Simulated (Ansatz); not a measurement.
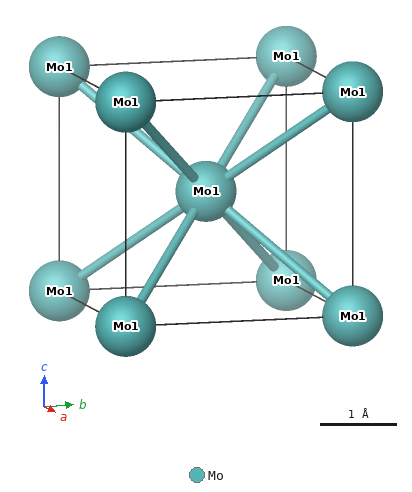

Figure 1. The structure as given in the input (ball-and-stick view of the cell 2 times as large as that of the calculation, set on its symmetry axes, seen slightly off an axis; atoms are numbered from 1 in the order of the input). An atom can appear more than once, as a periodic image.

**Mo: a changed input and its effect**

System: Mo (I4/mmm, 1 atom in the cell).
Method of run 1: DFT r2SCAN, scalar-relativistic, plane waves, PAW, no spin polarisation (Ansatz 0.2.0).

The structure derives from an entry of the Crystallography Open Database. Text and figures count atoms from 1; the logs count them from 0 in places.

## Input, run 1
```yaml
crystal:
  lattice:
    - [-1.5752131668, 1.5122046401, 1.5752131668]
    - [1.5752131668, -1.5122046401, 1.5752131668]
    - [1.5752131668, 1.5122046401, -1.5752131668]
  atoms:
    - { symbol: Mo, position: [0.0, 0.0, 0.0] }
basis:
  ecutwfc: 500
kpoints:
  mp_grid: { grid: [26, 26, 26] }
hamiltonian:
  xc: r2scan
scf:
  occupations: { method: gaussian, width: 0.15 }
output:
  forces: true
  stress: true
  eigenvalues: true
```

Command:
```bash
ansatz run input.yaml --threads 1 --pin off --max-ram 2560MiB --backend cpu --events-out ev --progress --plain --runs-dir out
```

Hardware: 1 thread of Intel Xeon @ 2.50GHz (Skylake/Cascade Lake), 189 GiB of memory available, shared host.

## Output, shortened to warnings, some set-up lines, iterations and results (run 1)
```
Basis set: ecut = 500 eV, 373 PW (Γ), exchange–correlation on 80×80×80 points (64 copies of the dense FFT grid, shifted against one another)
Symmetry: 16 space group operations
k-points: 1330 of 17576
Initial density: superposition of atomic densities (neutral atoms: chi_scale 0, normalization atom), corrected by the library's trained network
[...]
SCF iter   1: F=—  HF=-4967.557461 eV  |F-HF|=—  |Δ(HF+E_count)|=         —  Δρ=9.29e-3  dr2=9.59e-3  dr2_τ=2.00e-2  ethr=1.77e-3  ⟨swp⟩=5.0  Hψ=88538  notcnv=0
SCF iter   2: F=—  HF=-4967.557961 eV  |F-HF|=—  |Δ(HF+E_count)|=   5.00e-4  Δρ=3.13e-3  dr2=2.86e-4  dr2_τ=3.81e-4  ethr=6.85e-5  ⟨swp⟩=2.5  Hψ=34423  notcnv=0
SCF iter   3: F=—  HF=-4967.558190 eV  |F-HF|=—  |Δ(HF+E_count)|=   2.29e-4  Δρ=1.36e-3  dr2=5.05e-5  dr2_τ=1.32e-5  ethr=2.04e-6  ⟨swp⟩=1.0  Hψ=14770  notcnv=0
SCF iter   4: F=—  HF=-4967.558244 eV  |F-HF|=—  |Δ(HF+E_count)|=   5.43e-5  Δρ=5.72e-5  dr2=1.67e-7  dr2_τ=5.32e-8  ethr=3.61e-7  ⟨swp⟩=2.8  Hψ=23687  notcnv=0
SCF iter   5: F=-4967.558244 eV  HF=-4967.558244 eV  |F-HF|=5.95e-9  |Δ(HF+E_count)|=   8.70e-8  Δρ=1.24e-5  dr2=6.56e-9  dr2_τ=1.00e-9  ethr=1.19e-9  ⟨swp⟩=2.8  Hψ=24551  …
SCF iter   6: F=-4967.558244 eV  HF=-4967.558244 eV  |F-HF|=3.09e-11  |Δ(HF+E_count)|=   6.98e-9  Δρ=1.31e-6  dr2=1.22e-10  dr2_τ=8.52e-11  ethr=4.69e-11  ⟨swp⟩=1.8  Hψ=48273 …
SCF 1 converged in 6 iterations: F = -4967.558244 eV  dr2 = 1.22e-10
SCF converged after 6 iterations
Free energy (F): -4967.558244 eV
Harris-Foulkes:  -4967.558244 eV  (|F-HF|=3.09e-11)
Internal energy: -4967.551865 eV  (E = F + TS)
E sigma→0 (E₀):  -4967.555055 eV
Entropy (-TS):   -0.006379 eV (-6.379 meV/atom)
Fermi energy:    22.084331 eV
--- Per-component energies (eV) ---
  E_band       = -53.916333
  E_kinetic    = 441.898426
  E_local      = -752.226083  (includes V_loc(G=0)·N_el)
  E_nonlocal   = 142.503901
  E_hartree    = 249.478008
  E_xc         = -179.211432
  E_vxc        = -257.343584  (∫ρ·V_xc dr)
  E_paw        = -3217.386058  (= ΣΔE_a)
  E_vpaw       = -144.757003  (= ΣTr[D̂ρ^β])
  E_aug_tail   = 0.000003  (compensation charges beyond the density's cutoff)
  E_vtau       = 17.051724  (kinetic-family band-sum trace: ∫τ·v_τ [+ j·A + Jᵃ·Aᵃ] dr)
  E_ewald      = -1652.387427
  E_core_change = -0.221204  (= ΣΔE_core)
  E_smearing   = -0.006379  (= −TS)
  E_closure    = -0.000000  (closes the sum)
  Σ components = -4967.558244   (vs F -4967.558244, Δ=0.00e0)
--- Forces (eV/Å), atoms counted from 1 ---
  atom   1  Mo     0.00000000     0.00000000    -0.00000000
  max |Σ_I F_I| component: 2.47e-32 eV/Å
--- Stress (GPa, compression-positive) ---
        7.305126       0.000000       0.000000
        0.000000      22.646980       0.000000
        0.000000      -0.000000       7.305126
  P = ⅓ Tr σ = 12.4191 GPa (124.191 kbar)
```

The input of run 2 differs as follows (lines with − go, lines with + come):
```diff
-    - [-1.5752131668, 1.5122046401, 1.5752131668]
-    - [1.5752131668, -1.5122046401, 1.5752131668]
-    - [1.5752131668, 1.5122046401, -1.5752131668]
+    - [-1.5752131668, 1.5909652985, 1.5752131668]
+    - [1.5752131668, -1.5909652985, 1.5752131668]
+    - [1.5752131668, 1.5909652985, -1.5752131668]
```

Predict how the results change.

With the same functional and potentials, run 2 lies 40.6 meV per atom lower. The pressure goes from 12.42 to −2.57 GPa. The volume per atom goes from 15.01 to 15.79 Å³. The number of SCF iterations is the same. The plane waves at Γ go from 373 to 381.

## Output, shortened to warnings, some set-up lines, iterations and results (run 2)
```
Basis set: ecut = 500 eV, 381 PW (Γ), exchange–correlation on 80×80×80 points (64 copies of the dense FFT grid, shifted against one another)
Symmetry: 16 space group operations
k-points: 1330 of 17576
Initial density: superposition of atomic densities (neutral atoms: chi_scale 0, normalization atom), corrected by the library's trained network
[...]
SCF iter   1: F=—  HF=-4967.599017 eV  |F-HF|=—  |Δ(HF+E_count)|=         —  Δρ=9.61e-3  dr2=1.13e-2  dr2_τ=2.02e-2  ethr=1.77e-3  ⟨swp⟩=5.0  Hψ=88576  notcnv=0
SCF iter   2: F=—  HF=-4967.598484 eV  |F-HF|=—  |Δ(HF+E_count)|=   5.34e-4  Δρ=3.24e-3  dr2=3.04e-4  dr2_τ=4.73e-4  ethr=8.04e-5  ⟨swp⟩=2.5  Hψ=34583  notcnv=0
SCF iter   3: F=—  HF=-4967.598743 eV  |F-HF|=—  |Δ(HF+E_count)|=   2.60e-4  Δρ=1.48e-3  dr2=6.23e-5  dr2_τ=1.55e-5  ethr=2.17e-6  ⟨swp⟩=1.1  Hψ=15188  notcnv=0
SCF iter   4: F=—  HF=-4967.598815 eV  |F-HF|=—  |Δ(HF+E_count)|=   7.14e-5  Δρ=6.05e-5  dr2=2.20e-7  dr2_τ=4.78e-8  ethr=4.45e-7  ⟨swp⟩=3.0  Hψ=24550  notcnv=0
SCF iter   5: F=-4967.598815 eV  HF=-4967.598815 eV  |F-HF|=2.70e-9  |Δ(HF+E_count)|=   4.77e-8  Δρ=8.48e-6  dr2=7.53e-9  dr2_τ=2.61e-9  ethr=1.57e-9  ⟨swp⟩=2.1  Hψ=22367  …
SCF iter   6: F=-4967.598815 eV  HF=-4967.598815 eV  |F-HF|=5.55e-11  |Δ(HF+E_count)|=  1.73e-10  Δρ=1.34e-6  dr2=1.69e-10  dr2_τ=2.74e-11  ethr=5.38e-11  ⟨swp⟩=2.0  Hψ=46063 …
SCF 1 converged in 6 iterations: F = -4967.598815 eV  dr2 = 1.69e-10
SCF converged after 6 iterations
Free energy (F): -4967.598815 eV
Harris-Foulkes:  -4967.598815 eV  (|F-HF|=5.55e-11)
Internal energy: -4967.593473 eV  (E = F + TS)
E sigma→0 (E₀):  -4967.596144 eV
Entropy (-TS):   -0.005342 eV (-5.342 meV/atom)
Fermi energy:    20.801773 eV
--- Per-component energies (eV) ---
  E_band       = -70.908005
  E_kinetic    = 439.449123
  E_local      = -788.429444  (includes V_loc(G=0)·N_el)
  E_nonlocal   = 142.096140
  E_hartree    = 259.745480
  E_xc         = -178.422962
  E_vxc        = -256.143556  (∫ρ·V_xc dr)
  E_paw        = -3217.095345  (= ΣΔE_a)
  E_vpaw       = -144.343423  (= ΣTr[D̂ρ^β])
  E_aug_tail   = 0.000003  (compensation charges beyond the density's cutoff)
  E_vtau       = 16.971857  (kinetic-family band-sum trace: ∫τ·v_τ [+ j·A + Jᵃ·Aᵃ] dr)
  E_ewald      = -1624.715267
  E_core_change = -0.221204  (= ΣΔE_core)
  E_smearing   = -0.005342  (= −TS)
  E_closure    = -0.000000  (closes the sum)
  Σ components = -4967.598815   (vs F -4967.598815, Δ=0.00e0)
--- Forces (eV/Å), atoms counted from 1 ---
  atom   1  Mo     0.00000000     0.00000000     0.00000000
  max |Σ_I F_I| component: 8.86e-33 eV/Å
--- Stress (GPa, compression-positive) ---
       -1.459386       0.000000       0.000000
       -0.000000      -4.789393       0.000000
        0.000000       0.000000      -1.459386
  P = ⅓ Tr σ = -2.5694 GPa (-25.694 kbar)
```

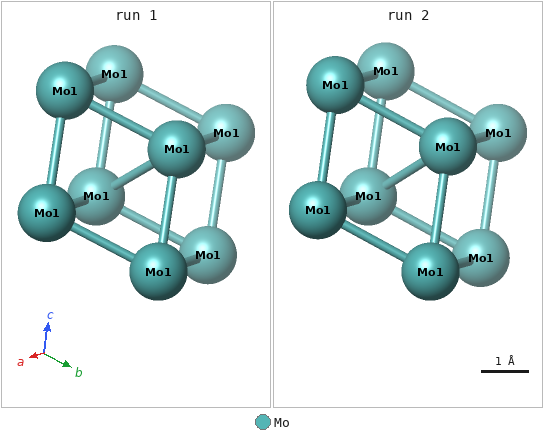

Figure 2. The two input geometries at one scale (ball-and-stick view of the cell of the calculation, seen slightly off an axis). The atoms keep their places relative to the cell (all moves are under 0.005 Å). The drawn cell changes as follows: a = b = c 2.692 → 2.737 Å (+1.7 %), α 108.4° → 109.7°, β 111.7° → 108.9°, γ 108.4° → 109.7°; the volume changes by +5.2 %. Among the contacts that change: Mo1–Mo1 2.692 → 2.737 Å.

## The two runs side by side

```tsv
quantity	run 1	run 2
outcome	converged	converged
free energy per atom (eV)	−4967.5582	−4967.5988
energy per atom, smearing taken to zero (eV)	−4967.5551	−4967.5961
gap on the mesh (eV)	0.00	0.00
pressure (GPa)	12.42	−2.57
volume per atom (Å³)	15.01	15.79
largest force (eV/Å)	0.000	0.000
SCF iterations	6	6
irreducible k-points	1330	1330
plane waves at Γ	373	381
wall time (shared host)	58 s	53 s
```
